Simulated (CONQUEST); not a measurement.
**A series of single points on GaN**

System: GaN (F-43m, 4 atoms in the cell).
Method: Kohn-Sham DFT of a periodic cell, PBEsol, PseudoDojo NC PBEsol, no spin polarisation (CONQUEST 1.3).

The 7 runs differ only in the geometry, by an even scaling of the cell at fixed fractional positions. The structure derives from a Materials Project entry.

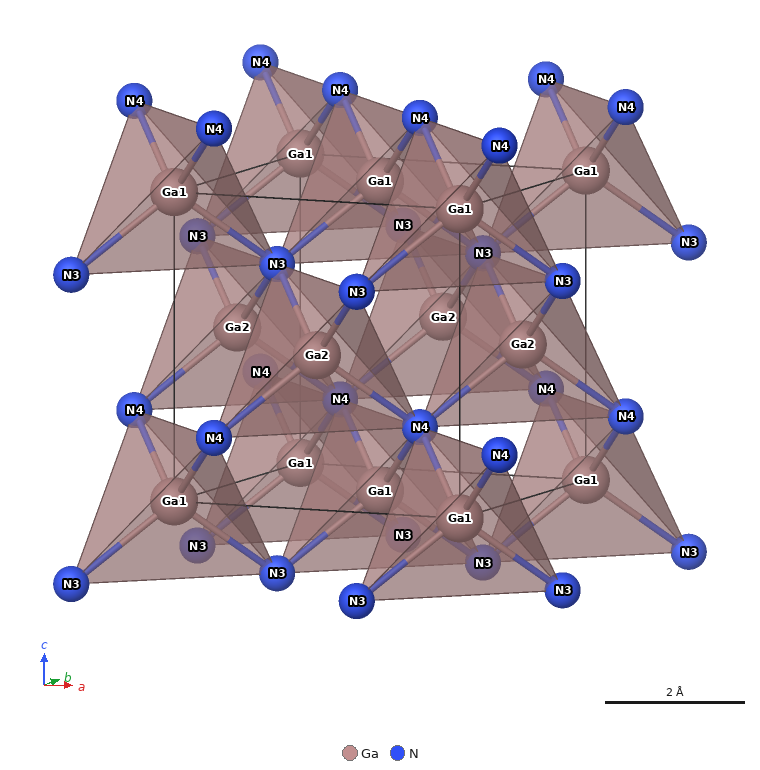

Figure 1. The structure of run 4 (polyhedral view of the cell 2 times as large as that of the calculation, set on its symmetry axes, seen slightly off an axis; polyhedra are completed across the faces of the cell; atoms are numbered from 1 in the order of the input).

## Input of run 4
```
IO.Title GaN
IO.Coordinates coords.dat
IO.FractionalAtomicCoords T
IO.Iprint 2
IO.Iprint_init 1
General.NumberOfSpecies 2
General.PseudopotentialType hamann
AtomMove.TypeOfRun static
AtomMove.FullStress T
Grid.PointsAlongX 36
Grid.PointsAlongY 36
Grid.PointsAlongZ 48
DM.SolutionMethod diagon
Diag.MPMesh T
Diag.GammaCentred T
Diag.MPMeshX 8
Diag.MPMeshY 8
Diag.MPMeshZ 6
Diag.kT 0.00183747
minE.SCTolerance 1e-6
SC.MaxIters 100
IO.AtomChargeOutput T
%block ChemicalSpeciesLabel
1 69.720 Ga
2 14.010 N
%endblock
```

Command:
```bash
OMP_NUM_THREADS=1 Conquest
```

Lattice vectors (Å) and fractional positions of run 4:
```
   3.186931    0.000000    0.000000
   0.000000    3.186931    0.000000
   0.000000    0.000000    4.507001
Ga  0.000000  0.000000  0.000000
Ga  0.500000  0.500000  0.500000
N   0.000000  0.500000  0.750000
N   0.500000  0.000000  0.250000
```

Run 3 has the same physical settings and fractional positions; its lattice vectors (Å) are:
```
   3.165542    0.000000    0.000000
   0.000000    3.165542    0.000000
   0.000000    0.000000    4.476752
```

## Results, with one run withheld

| run | volume per atom (Å³) | free energy per atom, from the lowest run given (meV) | pressure (GPa) | gap on the mesh (eV) |
| --- | --- | --- | --- | --- |
| 1 | 10.757 | 40.12 | 16.51 | 2.23 |
| 2 | 10.986 | 19.93 | 11.65 | 2.08 |
| 3 | 11.215 | ? | ? | ? |
| 4 | 11.444 | 1.00 | 2.46 | 1.79 |
| 5 | 11.673 | 0.00 | −1.13 | 1.66 |
| 6 | 11.902 | 3.78 | −4.11 | 1.52 |
| 7 | 12.131 | 11.99 | −7.65 | 1.39 |

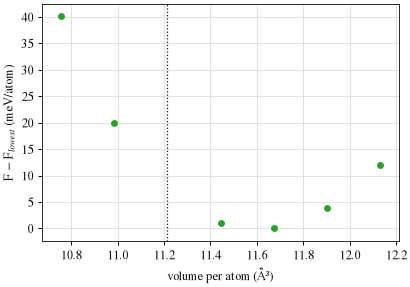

Figure 2. Free energy per atom of the runs given; the dotted line marks run 3.

Estimate the energy of run 3 from the others.

A cubic polynomial in V^(−2/3) (the Birch–Murnaghan form), fitted to the 6 runs given, misses them by at most 0.12 meV per atom. With x = V^(−2/3) − 0.19668 Å⁻², it reads F = 0.58862 + 1152 x + 3.8885e+05 x² + 2.1638e+06 x³ (meV per atom). At run 3 it gives 7.28 meV per atom, and the run itself gives 7.15. The slope of the fit gives a pressure −dF/dV of 6.59 GPa there, and the run prints 6.10 GPa. The two needn't agree exactly: the fit is approximate, and the printed stress is taken on a finite basis. The fit has its minimum at 11.597 Å³ per atom, where V d²F/dV² gives 177 GPa: the bulk modulus at this level, since symmetry fixes the shape and the positions. The gap on the mesh goes, without turning, from 2.23 eV in run 1 to 1.39 eV in run 7; run 3 has 1.94 eV. These are gaps of this functional on this mesh, which can miss the band edges; they aren't the measured gap.

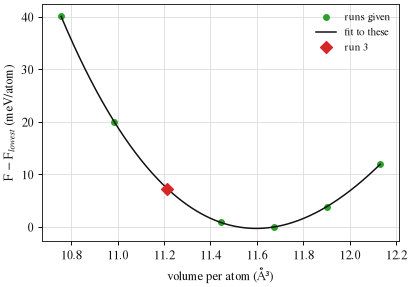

Figure 3. The fit and the withheld run.

## Some lines of the output (run 3)
```
[...]
      Using Fermi-Dirac smearing
          DFT Total Energy                 :      -173.187806303413851 Ha
          DFT Total Energy                 :      -173.375349434964335 Ha
          DFT Total Energy                 :      -173.416705537332888 Ha
          DFT Total Energy                 :      -173.416918599564639 Ha
          DFT Total Energy                 :      -173.416924133965210 Ha
          DFT Total Energy                 :      -173.416924143249588 Ha
          DFT Total Energy                 :      -173.416924143824104 Ha
      |* DFT total energy        =      -173.416924143824104 Ha
    force: Average pressure:      6.09901549 GPa
```

Notes: With a small basis of atomic orbitals these values can differ much from converged plane-wave results.
